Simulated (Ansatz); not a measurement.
System: Fe.

Method: a formula put on the sites of a structure type, uncorrected energy per atom over the elements' standard states (H N O F Cl as gases), plane-wave PAW DFT, cell and atoms relaxed at 0 K and 0 GPa, spin start parallel or as listed, metals to 4 meV/atom (Ansatz 0.2.0). Level: PBEsol, collinear spin.

```
    setting   value
wave cutoff  420 eV
```

The names give the starting types; a cell can relax into another structure.

Describe the result: the energy above the element's standard state of each starting structure type. The cases: beta-tin type; graphite type; diamond type; simple hexagonal.

The lowest is simple hexagonal, at 0.543 eV/atom; the next, beta-tin type, is 0.051 eV/atom higher. In rising order: simple hexagonal (0.543), beta-tin type (0.594), graphite type (1.175), diamond type (1.294), in eV/atom. The volume per atom, in Å³, is 11.87 for beta-tin type, 12.22 for graphite type, 13.86 for diamond type and 11.80 for simple hexagonal. The final space group number is 141 for beta-tin type, 194 for graphite type, 227 for diamond type and 191 for simple hexagonal.

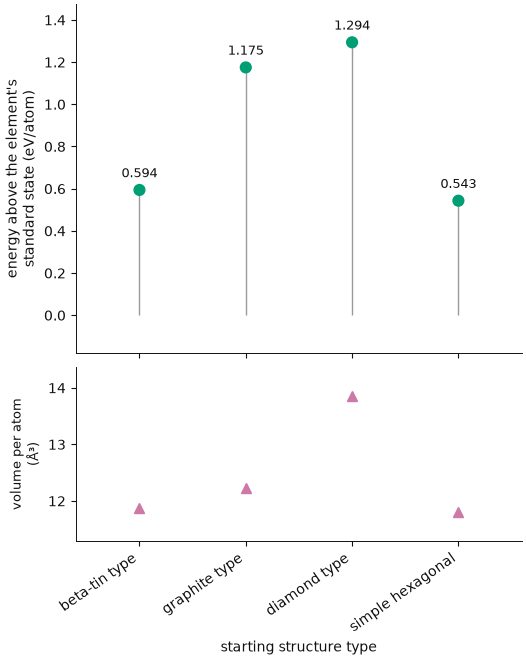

Note: no spin polarisation, a magnetic state may lie lower.
